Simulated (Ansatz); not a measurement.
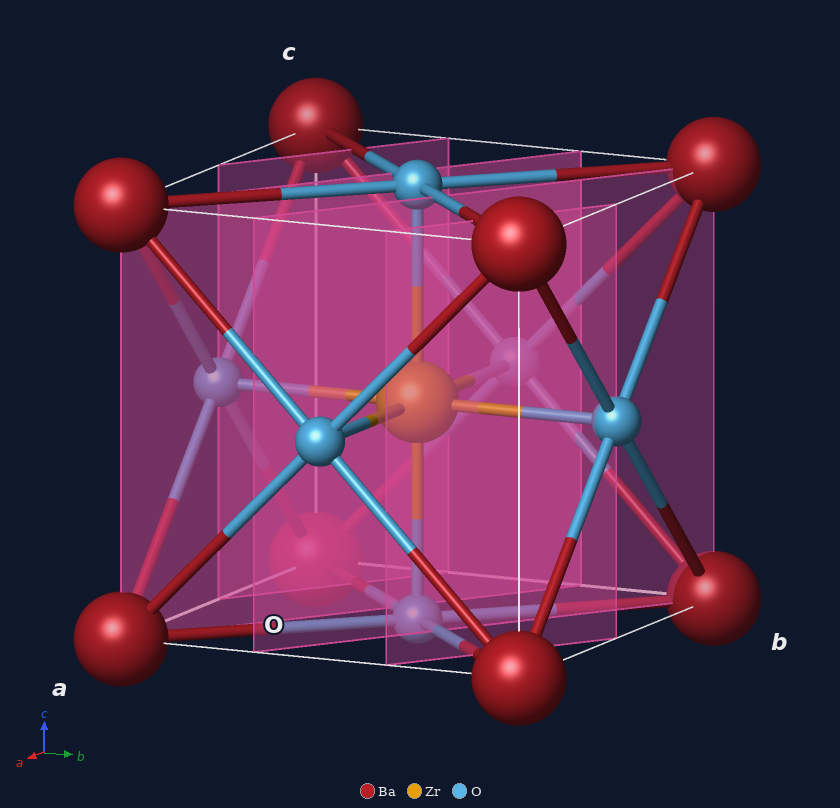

Every member of one family of equally spaced planes, hx + ky + lz = a whole number, that cuts the unit cell is shaded (one member passes through the origin O, touching the cell only at an edge or corner). Crystal: BaZrO3, coordinates from a relaxation with DFT PBE, scalar-relativistic, plane waves, PAW (Ansatz). All values are computed from the atomic coordinates in the standard setting (tolerance 0.002 Å).

a = 4.227 Å, b = 4.227 Å, c = 4.227 Å, α = 90.00°, β = 90.00°, γ = 90.00°.

Question: Which (hkl) family is drawn?

Answer: (2 3 0); the opposite sign names the same planes. The member next to the origin meets the axes a at 1/2, b at 1/3, c never.

Question: What is the spacing?

Answer: d = 1.172 Å.

Question: Which atoms of the cell lie in these planes (within 0.03 Å)?

Answer: The Ba atom, 1 of the 3 O.

Question: The space group is No. 221, Pm-3m. How many reflections hkl are equivalent to this one (itself included), and does it occur?

Answer: 24 reflections are equivalent in the Laue class m-3m. The space group allows the reflection.
